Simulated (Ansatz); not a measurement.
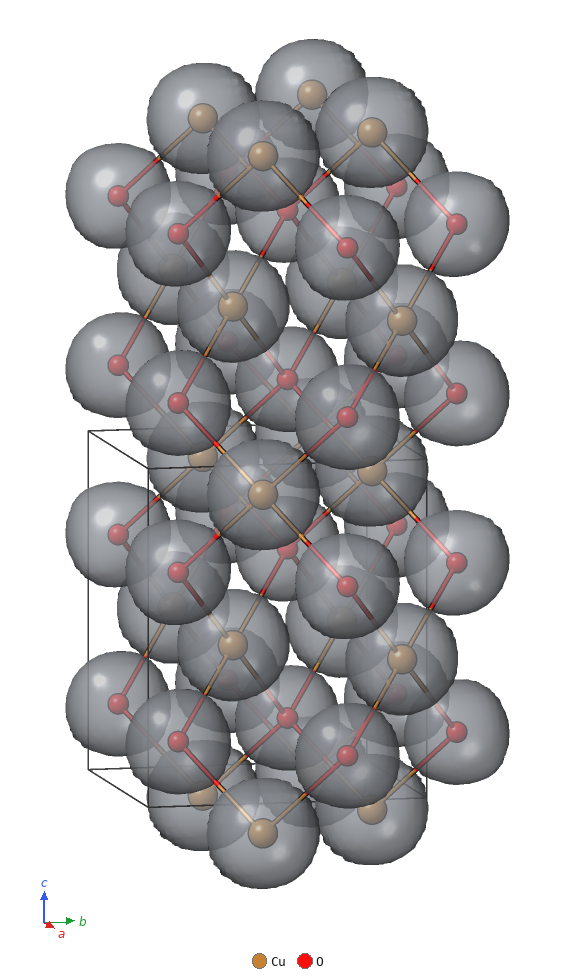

The picture shows: CuO. Isosurface of the valence charge density (pseudo) at 0.8 e/Å³ (grey), seen slightly off an axis. Sticks mark near contacts.

Space group Cccm; a structure from a database of computed crystals, not necessarily the ambient phase; computed pressure about −6 GPa in this cell; computed without spin polarisation.

Level of theory: DFT PBEsol, scalar-relativistic, plane waves, PAW (Ansatz 0.2.0).

Core electrons are frozen (PAW), and the valence fields are smoothed inside the atomic spheres.

Input file:

```
crystal:
  lattice:
    - [1.990968, -2.15355, 0.0]
    - [1.990968, 2.15355, 0.0]
    - [0.0, 0.0, 5.155928]
  atoms:
    - { symbol: Cu, position: [0.0, 0.5, 0.0] }
    - { symbol: Cu, position: [0.5, 0.0, 0.5] }
    - { symbol: O, position: [0.5, 0.5, 0.25] }
    - { symbol: O, position: [0.5, 0.5, 0.75] }
basis:
  ecutwfc: 420
kpoints:
  mp_grid: { grid: [14, 14, 8] }
hamiltonian:
  xc: pbesol
scf:
  occupations: { method: gaussian, width: 0.1 }
output:
  forces: true
  stress: true
  eigenvalues: true
  populations: true
  write_density: true
  write_potential: true
  elf: true
  volumetric_format: npy
```

Launched as:

```sh
ansatz run input.yaml --threads 1 --pin off --max-ram 2560MiB --backend cpu --events-out ev --progress --plain --runs-dir out
```

Below, planes, directions and counts refer to the conventional cell (a = 3.98 Å, b = 4.31 Å, c = 5.16 Å, α = 90.00°, β = 90.00°, γ = 90.00°).

What does this surface tell about the bonding?

Answer. At this value the density breaks into separate islands; it holds about 85 % of the electrons treated as valence (semicore included). It bridges none of the near contacts. It is pinched off along the sampled Cu–O (1.95 Å) contacts. On the grid the lowest density along these lines, outside the cores, is 0.65 e/Å³ (Cu–O, 1.95 Å).
